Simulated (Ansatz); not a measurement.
## Run report: Li, band-structure calculation

The run: band-structure calculation of Li (R-3m, 3 atoms in the cell). Method and program: DFT, LDA, PAW with Ansatz's default frozen-core files, scalar-relativistic, no spin polarisation (Ansatz 0.2.0).

The structure derives from an entry of the Crystallography Open Database. It belongs to a series of runs on one base structure; here: PAW files in place of LAPW. Figures and captions count atoms from 1; the log counts them from 0 in places.

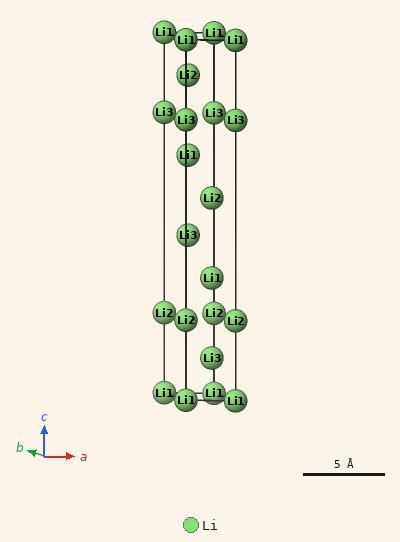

Fig. 1: The structure (spheres-only view of the cell 3 times as large as that of the calculation, set on its symmetry axes, seen at an oblique angle; atoms are numbered from 1 in the order of the input). An atom can appear more than once, as a periodic image.

### Input file
```yaml
crystal:
  lattice:
    - [1.5504989657, 0.8951809952, 7.5883]
    - [-1.5504989657, 0.8951809952, 7.5883]
    - [0.0, -1.7903619905, 7.5883]
  atoms:
    - { symbol: Li, position: [0.0, 0.0, 0.0] }
    - { symbol: Li, position: [0.222, 0.222, 0.222] }
    - { symbol: Li, position: [0.778, 0.778, 0.778] }
kpoints:
  mp_grid: { grid: [12, 12, 12] }
  band_path:
    path:
      - [0.0, 0.0, 0.0]
      - [0.5, 0.5, 0.5]
      - [0.824055609, 0.175944391, 0.5]
      - [0.5, -0.175944391, 0.175944391]
      - [0.5, 0.0, 0.0]
      - [0.0, 0.0, 0.0]
      - [0.3379721955, -0.3379721955, 0.0]
      - [0.6620278045, 0.0, 0.3379721955]
      - [0.5, 0.0, 0.5]
    npoints: 14
scf:
  occupations: { method: fermi_dirac, width: 0.08 }
hamiltonian:
  xc: lda
  pseudopotentials: { kind: paw }
output:
  forces: true
  stress: true
  eigenvalues: true
  efg: { contact_densities: true }
  populations: true
  bader: true
  dos: { projected: true, de: 0.2, e_range: [-14, 8] }
  write_density: true
  write_potential: true
  elf: true
  volumetric_format: npy
```

Machine: 1 thread of Arm Neoverse V2, 112 GiB of memory available, shared host.

Command:
```bash
ansatz run input.yaml --threads 1 --pin off --max-ram 4096MiB --backend cpu --events-out ev --progress --plain --runs-dir out
```

### The program's output
```
basis.fft_grid_basis auto: the FFT boxes are laid along the combinations [[1, -1, 0], [0, 1, 0], [0, -1, 1]] of the cell's own vectors, 3.101, 7.797 and 3.101 Å long. The dense box has 24×54×24 points. Along the cell's own vectors, as sized, it would have 54×54×54, 5.06 times as many. Of the 12 symmetry operations that the crystal satisfies within crystal.symmetry.tolerance (time reversal apart; of a slab, those that keep its plane) the dense box along the cell's own vectors carries 12, and the one as laid loses 8 of those. basis.fft_grid_basis: typed keeps the cell's own vectors: state it where this run's energies or levels are differenced outside the engine with another run's, or held beside a run that keeps those vectors. Those combinations have planes normal to reciprocal vector 3, as the cell's own vectors have. Each planar average written beside output.write_density, output.write_potential has a row for each plane of the box: 24. The volumetric files lie along those combinations, not along the cell's own vectors: a cube or XSF file states them, and fields.json those of NumPy files.
Engine: ansatz 0.2.0, aarch64-unknown-linux-gnu
Pseudopotentials: kind: paw
Pseudopotential: Li, paw, valence charge 3, recommended cutoff 420 eV (normal), Li.paw.azcp
Functional definition: SPW92
  exchange = slater_x
  correlation = pw_c
Crystal: 3 atoms, lattice volume = 63.194 Å³
Basis set: ecut = 420 eV, 1231 PW (Γ), FFT grids on a1−a2, a2, −a2+a3
Bands: 9, of which v1, the nominal top of the filled ones, is band 5 counted from 1 (4 counted from 0)
Symmetry: 12 space group operations
Space group: R-3m (ITA 166), of the structure as read, at distance tolerance 4.0e-5 Å
k-points: 189 of 1728
Non-local potential: Li, projectors of the file, l = 0: 3, l = 1: 2, l = 2: 1
PAW form: soft (Blöchl's): semilocal exchange-correlation on the pseudo side does not see the compensation charge
PAW one-centre angular grid: Li, 110 points (default); XC on 64 Gauss nodes
Initial density: superposition of atomic densities (neutral atoms: chi_scale 0, normalization atom), corrected by the library's trained network
Initial wavefunctions: pseudopotential atomic-orbital guess
Functional: x = slater, c = lda
SCF iter   1: F=—  HF=-604.929156 eV  |F-HF|=—  |Δ(HF+E_count)|=         —  Δρ=4.33e-3  dr2=3.22e-3  ethr=1.77e-3  ⟨swp⟩=4.0  Hψ=9612  notcnv=0
preconditioner: auto → none  [metal: Δε(μ)=0.006 eV  Ē_g=5.191 eV  σ=0.080 eV  W_gap=0.02  n_scr=4 (ndim 8)  ℏωp=8.1 eV  f_vac=0.000  D(μ)=1.43/eV (n_scr^D=4)  sad-step TF]
SCF iter   2: F=—  HF=-604.918062 eV  |F-HF|=—  |Δ(HF+E_count)|=   1.11e-2  Δρ=1.92e-3  dr2=6.71e-4  ethr=3.58e-5  ⟨swp⟩=2.2  Hψ=4345  notcnv=0
SCF iter   3: F=—  HF=-604.916094 eV  |F-HF|=—  |Δ(HF+E_count)|=   1.97e-3  Δρ=1.39e-4  dr2=1.31e-5  ethr=7.45e-6  ⟨swp⟩=2.0  Hψ=2580  notcnv=0
SCF iter   4: F=—  HF=-604.916117 eV  |F-HF|=—  |Δ(HF+E_count)|=   2.36e-5  Δρ=1.24e-4  dr2=1.21e-4  ethr=1.46e-7  ⟨swp⟩=1.9  Hψ=2029  notcnv=0
iter 5 did not close the SCF: its close was put off for the readings that it lacked (scf_convergence_deferred on its scf_iter line)
SCF iter   5: F=-604.916100 eV  HF=-604.916100 eV  |F-HF|=5.69e-8  |Δ(HF+E_count)|=   1.74e-5  Δρ=4.46e-6  dr2=7.94e-8  ethr=1.46e-7  ⟨swp⟩=1.3  Hψ=1786  notcnv=0
SCF iter   6: F=-604.916100 eV  HF=-604.916100 eV  |F-HF|=6.62e-11  |Δ(HF+E_count)|=   1.01e-9  Δρ=3.70e-7  dr2=1.36e-10  ethr=8.82e-10  ⟨swp⟩=4.3  Hψ=7093  notcnv=0
SCF 1 converged in 6 iterations: F = -604.916100 eV  dr2 = 1.36e-10
  greatest PAW one-centre occupation: 1.000 electrons in one spin orbital (limit 2), on the Li atom at site 2 (counted from 0), in its partial waves of l = 0
NSCF: frozen V_eff on 113 k-points
SCF converged after 6 iterations
Free energy (F): -604.916100 eV
Harris-Foulkes:  -604.916100 eV  (|F-HF|=6.62e-11)
Internal energy: -604.886001 eV  (E = F + TS)
E sigma→0 (E₀):  -604.901050 eV
Entropy (-TS):   -0.030099 eV (-10.033 meV/atom)
Fermi energy:    0.768089 eV
--- Per-component energies (eV) ---
  E_band       = -270.879374
  E_kinetic    = 63.085830
  E_local      = -398.853573  (includes V_loc(G=0)·N_el)
  E_nonlocal   = -99.323289
  E_hartree    = 118.165163
  E_xc         = -29.289207
  E_vxc        = -38.165430  (∫ρ·V_xc dr)
  E_paw        = -55.377289  (= ΣΔE_a)
  E_vpaw       = -33.953120  (= ΣTr[D̂ρ^β])
  E_aug_tail   = 0.000032  (compensation charges beyond the density's cutoff)
  E_ewald      = -203.293668
  E_smearing   = -0.030099  (= −TS)
  E_closure    = -0.000000  (closes the sum)
  Σ components = -604.916100   (vs F -604.916100, Δ=0.00e0)
--- Forces (eV/Å), atoms counted from 1 ---
  atom   1  Li    -0.00000000     0.00000000    -0.00000000
  atom   2  Li     0.00000000    -0.00000000     0.00829823
  atom   3  Li    -0.00000000     0.00000000    -0.00829823
  max |Σ_I F_I| component: 1.73e-18 eV/Å
--- Stress (GPa, compression-positive) ---
       -1.260454      -0.000000      -0.000000
       -0.000000      -1.260454       0.000000
       -0.000000       0.000000      -1.433376
  P = ⅓ Tr σ = -1.3181 GPa (-13.181 kbar)
--- PAW observables at the nuclei: V_zz in 10²¹ V/m², potentials from the cell's mean, atoms counted from 1 ---
  atom   1  Li V_zz =    +0.003026   η = 0.0000   by run symmetry: allowed
            electrostatic potential = -159.857612 V   contact ρ = 91.640180 e/Å³
  atom   2  Li V_zz =    +0.004436   η = 0.0000   by run symmetry: allowed
            electrostatic potential = -159.868911 V   contact ρ = 91.642535 e/Å³
  atom   3  Li V_zz =    +0.004436   η = 0.0000   by run symmetry: allowed
            electrostatic potential = -159.868911 V   contact ρ = 91.642535 e/Å³
--- Band table (eV; the first three rows and the last of 189) ---
  k-point 0: bands = ["-44.8886", "-44.8756", "-44.8707", "-2.6705", "-0.7646", "-0.7639", "6.2936", "6.3205", "13.0464"]
  k-point 1: bands = ["-44.8876", "-44.8749", "-44.8700", "-2.5619", "-0.7511", "-0.5458", "6.1401", "6.5996", "11.8764"]
  k-point 2: bands = ["-44.8849", "-44.8731", "-44.8683", "-2.2357", "-0.5128", "-0.0944", "6.0578", "7.0002", "9.9161"]
  k-point 188: bands = ["-44.8868", "-44.8796", "-44.8684", "-2.1898", "-2.1857", "0.7836", "3.6173", "10.9374", "10.9857"]
--- Löwdin populations: 3 sites ---
  site symbol       q [e]
     0     Li      2.9017
     1     Li      2.9098
     2     Li      2.9098
  spilling = 0.030960 (of n_electrons = 9.000000)
--- Bader charges: 3 sites ---
  site symbol  charge [e]  shift [e] shared [e]
     0     Li      0.7517     0.0013    -0.0011
     1     Li      0.7521     0.0012     0.0006
     2     Li      0.7521     0.0012     0.0006
  maxima off the nuclei: 6, with 2.2559 electrons
  on the straight line to a nucleus their density falls by 1.6e-2 to 2.9e-2 of itself; PAW files or a low cutoff
  can make one that falls by little (a run on other files and one at a higher cutoff tell): if they did, read the shared
  charge, to which what the maxima have on the atom's side is counted
  estimated error of the sums over rays = 6.7e-4 e
```

### File dos.tsv
```
# E-E_F[eV]	g_bin_mean(E)[states/eV]	N(E)
# format = ansatz-dos/2
# fermi_ev = 0.768089
# fermi_mp_grid = 12 12 12
# fermi_mp_shift = 0 0 0
# tetrahedron_fermi_ev = 0.776971
# g_bin_mean(E): the states in a bin one row spacing wide, centred on E, divided by that spacing. States that the method places at a single energy (under output.dos.method: tetrahedron, those of a tetrahedron whose four corners have one energy) are counted whole in the row whose bin holds that energy (on the edge of two bins, in the lower row). The sum of g_bin_mean over a run of rows, times the row spacing, is the number of states from half a spacing under the first of them to half a spacing over the last (a plain sum, not the trapezoid rule).
-14.000000	0.000000e0	6.000000e0
-13.800000	0.000000e0	6.000000e0
-13.600000	0.000000e0	6.000000e0
-13.400000	0.000000e0	6.000000e0
-13.200000	0.000000e0	6.000000e0
-13.000000	0.000000e0	6.000000e0
-12.800000	0.000000e0	6.000000e0
-12.600000	0.000000e0	6.000000e0
-12.400000	0.000000e0	6.000000e0
-12.200000	0.000000e0	6.000000e0
-12.000000	0.000000e0	6.000000e0
-11.800000	0.000000e0	6.000000e0
-11.600000	0.000000e0	6.000000e0
-11.400000	0.000000e0	6.000000e0
-11.200000	0.000000e0	6.000000e0
-11.000000	0.000000e0	6.000000e0
-10.800000	0.000000e0	6.000000e0
-10.600000	0.000000e0	6.000000e0
-10.400000	0.000000e0	6.000000e0
-10.200000	0.000000e0	6.000000e0
-10.000000	0.000000e0	6.000000e0
-9.800000	0.000000e0	6.000000e0
-9.600000	0.000000e0	6.000000e0
-9.400000	0.000000e0	6.000000e0
-9.200000	0.000000e0	6.000000e0
-9.000000	0.000000e0	6.000000e0
-8.800000	0.000000e0	6.000000e0
-8.600000	0.000000e0	6.000000e0
-8.400000	0.000000e0	6.000000e0
-8.200000	0.000000e0	6.000000e0
-8.000000	0.000000e0	6.000000e0
-7.800000	0.000000e0	6.000000e0
-7.600000	0.000000e0	6.000000e0
-7.400000	0.000000e0	6.000000e0
-7.200000	0.000000e0	6.000000e0
-7.000000	0.000000e0	6.000000e0
-6.800000	0.000000e0	6.000000e0
-6.600000	0.000000e0	6.000000e0
-6.400000	0.000000e0	6.000000e0
-6.200000	0.000000e0	6.000000e0
-6.000000	0.000000e0	6.000000e0
-5.800000	0.000000e0	6.000000e0
-5.600000	0.000000e0	6.000000e0
-5.400000	0.000000e0	6.000000e0
-5.200000	0.000000e0	6.000000e0
-5.000000	0.000000e0	6.000000e0
-4.800000	0.000000e0	6.000000e0
-4.600000	0.000000e0	6.000000e0
-4.400000	0.000000e0	6.000000e0
-4.200000	0.000000e0	6.000000e0
-4.000000	0.000000e0	6.000000e0
-3.800000	0.000000e0	6.000000e0
-3.600000	0.000000e0	6.000000e0
-3.400000	8.496463e-2	6.000726e0
-3.200000	3.032753e-1	6.043122e0
-3.000000	4.369382e-1	6.118714e0
-2.800000	5.185563e-1	6.213338e0
-2.600000	6.079517e-1	6.328052e0
-2.400000	6.718922e-1	6.455779e0
-2.200000	7.417089e-1	6.596908e0
-2.000000	8.012285e-1	6.751961e0
-1.800000	8.539489e-1	6.917363e0
-1.600000	9.198220e-1	7.093746e0
-1.400000	9.557112e-1	7.282151e0
-1.200000	1.023905e0	7.480746e0
-1.000000	1.073151e0	7.690007e0
-0.800000	1.128424e0	7.909707e0
-0.600000	1.209324e0	8.143039e0
-0.400000	1.297457e0	8.393409e0
-0.200000	1.493372e0	8.664523e0
0.000000	1.615434e0	8.985681e0
0.200000	1.473087e0	9.298233e0
0.400000	1.493963e0	9.591249e0
0.600000	1.482679e0	9.891083e0
0.800000	1.386265e0	1.017989e1
1.000000	1.244056e0	1.043541e1
1.200000	1.315523e0	1.069254e1
1.400000	1.434023e0	1.096614e1
1.600000	1.158760e0	1.123324e1
1.800000	1.025674e0	1.145151e1
2.000000	1.018321e0	1.164553e1
2.200000	7.567312e-1	1.185713e1
2.400000	3.380832e-1	1.194286e1
2.600000	2.018301e-1	1.199496e1
2.800000	1.676636e-1	1.202974e1
3.000000	5.812198e-1	1.208788e1
3.200000	1.526944e0	1.229496e1
3.400000	2.415642e0	1.269126e1
3.600000	2.101034e0	1.318769e1
3.800000	1.691215e0	1.353606e1
4.000000	1.478181e0	1.386304e1
4.200000	1.342706e0	1.414720e1
4.400000	1.308837e0	1.439557e1
4.600000	1.469658e0	1.468098e1
4.800000	1.548651e0	1.498376e1
5.000000	1.264716e0	1.527313e1
5.200000	1.118168e0	1.550529e1
5.400000	1.103558e0	1.572720e1
5.600000	1.001003e0	1.594452e1
5.800000	8.816452e-1	1.612406e1
6.000000	9.143978e-1	1.630427e1
6.200000	8.406129e-1	1.648421e1
6.400000	7.427356e-1	1.664026e1
6.600000	6.746878e-1	1.678283e1
6.800000	5.978130e-1	1.690901e1
7.000000	5.456601e-1	1.702336e1
7.200000	4.962678e-1	1.712741e1
7.400000	4.408744e-1	1.722119e1
7.600000	3.978358e-1	1.730467e1
7.800000	3.591611e-1	1.738067e1
8.000000	3.203653e-1	1.744820e1
```

### File populations.tsv
```
# site	symbol	l	j	q
# orbitals = lowdin
# n_electrons = 9.000000
# spilling = 0.030960
0	Li	0_1S	-	1.980460
0	Li	0_2S	-	0.921225
1	Li	0_1S	-	1.980472
1	Li	0_2S	-	0.929366
2	Li	0_1S	-	1.980472
2	Li	0_2S	-	0.929366
```

### File rho_z.tsv
```
# z_ang	rho[e/angstrom^3]
# format = ansatz-planar-average/11
# lattice	1.550498966	0.895180995	7.588300000
# lattice	-1.550498966	0.895180995	7.588300000
# lattice	0.000000000	-1.790361990	7.588300000
# sites	3
# site	3	0.000000000	0.000000000	0.000000000
# site	3	0.000000000	-0.000000000	5.053807800
# site	3	0.000000000	-0.000000000	17.711092200
0.000000	1.997467e-1
0.324860	1.926864e-1
0.649721	1.802630e-1
0.974581	1.776530e-1
1.299441	1.876508e-1
1.624301	1.964017e-1
1.949162	1.867752e-1
2.274022	1.549516e-1
2.598882	1.135711e-1
2.923742	7.936153e-2
3.248603	6.022075e-2
3.573463	5.345286e-2
3.898323	5.230579e-2
4.223183	5.345286e-2
4.548044	6.022075e-2
4.872904	7.936153e-2
5.197764	1.135711e-1
5.522624	1.549516e-1
5.847485	1.867752e-1
6.172345	1.964017e-1
6.497205	1.876508e-1
6.822065	1.776530e-1
7.146926	1.802630e-1
7.471786	1.926864e-1
```

### File v_z.tsv
```
# z_ang	v_es[eV]	v_tot[eV]
# format = ansatz-planar-average/11
# xc	lda
# density_cutoff_ev	1680
# datasets	Li=:simpson_from_first_knot:soft
# lattice	1.550498966	0.895180995	7.588300000
# lattice	-1.550498966	0.895180995	7.588300000
# lattice	0.000000000	-1.790361990	7.588300000
# sites	3
# site	3	0.000000000	0.000000000	0.000000000
# site	3	0.000000000	-0.000000000	5.053807800
# site	3	0.000000000	-0.000000000	17.711092200
0.000000	-1.071484e0	-8.011886e0
0.324860	-1.052090e0	-7.995080e0
0.649721	-9.975416e-1	-7.943935e0
0.974581	-8.734266e-1	-7.814498e0
1.299441	-6.429065e-1	-7.562010e0
1.624301	-3.101984e-1	-7.188382e0
1.949162	9.803472e-2	-6.722703e0
2.274022	5.209531e-1	-6.229526e0
2.598882	9.314055e-1	-5.739842e0
2.923742	1.336996e0	-5.252472e0
3.248603	1.699322e0	-4.816586e0
3.573463	1.976842e0	-4.487049e0
3.898323	2.093076e0	-4.351910e0
4.223183	1.976842e0	-4.487049e0
4.548044	1.699322e0	-4.816586e0
4.872904	1.336996e0	-5.252472e0
5.197764	9.314055e-1	-5.739842e0
5.522624	5.209531e-1	-6.229526e0
5.847485	9.803472e-2	-6.722703e0
6.172345	-3.101984e-1	-7.188382e0
6.497205	-6.429065e-1	-7.562010e0
6.822065	-8.734266e-1	-7.814498e0
7.146926	-9.975416e-1	-7.943935e0
7.471786	-1.052090e0	-7.995080e0
```

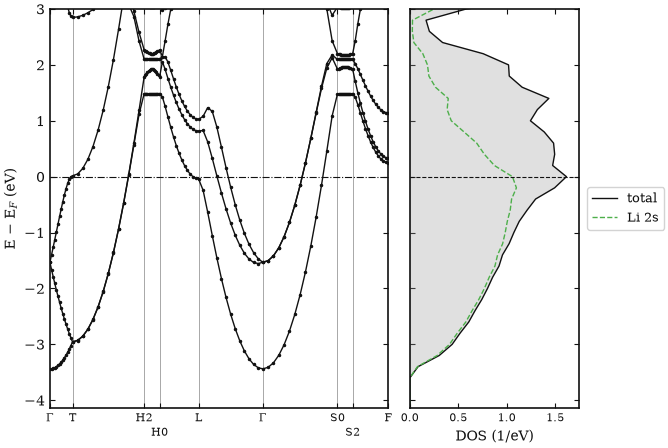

Fig. 2: Band structure along Γ–T–H2–H0–L–Γ–S0–S2–F and density of states (projected on Löwdin-orthogonalised atomic shells), with energies from the Fermi level. Bands cross the Fermi level: a metal at this level of theory.

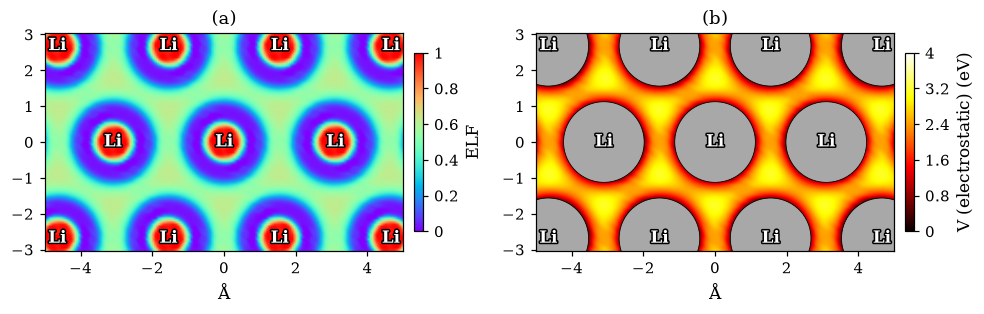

Fig. 3: (a) ELF; (b) electrostatic potential (local pseudopotential plus Hartree) felt by an electron on the (001) plane of the conventional cell. Grey discs, where drawn, cover atomic cores. Li–Li (3.10 Å): the ELF is about 0.55 at the midpoint, which marks metallic bonding. The ELF has a maximum of about 0.60 in the space between the atoms. The strong features right at Li lie inside the PAW spheres (semicore, d or f shells) and say nothing about bonding. Outside the cores the potential energy rises away from the atoms and is highest about 1.8 Å from the nearest atoms; outside the discs it spans about 3 eV, and its zero is arbitrary. Core electrons are frozen (PAW), so the fields are smoothed inside the atomic spheres.

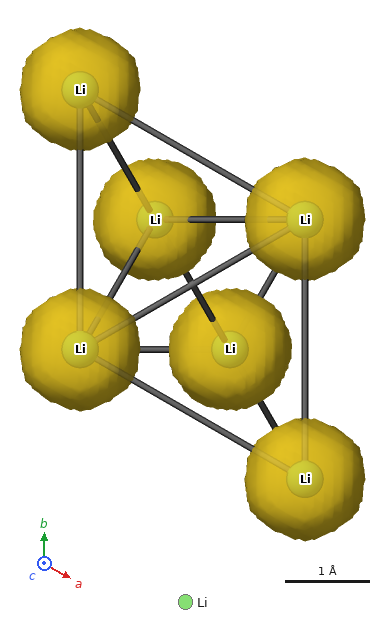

Fig. 4: Isosurface of the valence charge density (pseudo) at 0.1 e/Å³ (yellow), seen along the c axis. Sticks mark near contacts. The outline is the cell set on symmetry axes. At this value the density breaks into separate islands; it holds about 65 % of the electrons treated as valence (semicore included). It is pinched off along the Li–Li (3.09 Å) contacts. On the grid the lowest density along these lines, outside the cores, is 0.05 e/Å³ (Li–Li, 3.09 Å).

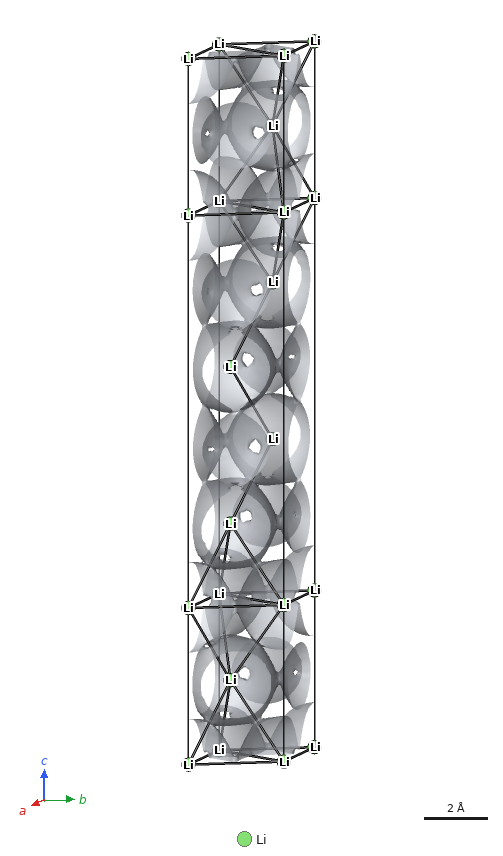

Fig. 5: Isosurface of the electron localisation function at 0.55 (grey), seen slightly off an axis. Core shells and regions of very low density are left out. Sticks mark near contacts. The outline is the cell set on symmetry axes. Profiles from the grid: Li–Li (3.09 Å): the ELF is about 0.55 at the midpoint, which marks metallic bonding.

### Results in brief

```json
{"quantity": "outcome", "value": "converged"}
{"quantity": "space group (tolerance 0.01 Å)", "value": "R-3m (166)"}
{"quantity": "electrons treated", "value": "9"}
{"quantity": "free energy", "value": "−604.9161 eV"}
{"quantity": "Fermi energy", "value": "0.768 eV"}
{"quantity": "pressure", "value": "−1.32 GPa"}
{"quantity": "field gradient V_zz (10²¹ V/m²)", "value": "Li 0.0030, Li 0.0044, Li 0.0044"}
{"quantity": "electronic character", "value": "metal"}
{"quantity": "largest force (length of the vector)", "value": "0.008 eV/Å"}
{"quantity": "wall time", "value": "68 s"}
{"quantity": "peak memory", "value": "0.37 GiB"}
```
